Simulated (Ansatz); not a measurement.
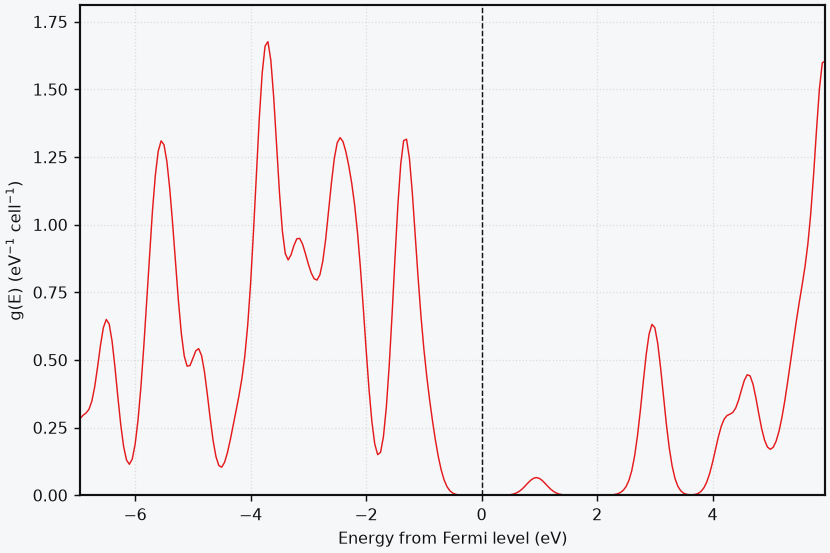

Density of states. Energies are counted from the Fermi level, put mid-gap where there is a gap. The curve is built from the levels of the k mesh with Gaussians 0.4 eV wide, which also blur the band edges.

Structure: GaN, space group Fm-3m, 2 atoms in the cell.

Computed with Ansatz: DFT, HSE06, plane waves, PAW, no spin polarisation, 6×6×6 k mesh, 420 eV cutoff.

Is there a gap at the Fermi level, and how wide?

Answer. There is a gap; over the k points computed it is 1.90 eV (indirect; the smallest direct gap is 4.15 eV).

Where is the tallest peak of the filled states in the window?

Answer. Within the window shown, the tallest peak of the filled states lies 2.7 eV under the valence-band top, at about 1.7 states per eV and cell.

The k mesh is coarse, so the curve is spiky and fine features aren't converged.
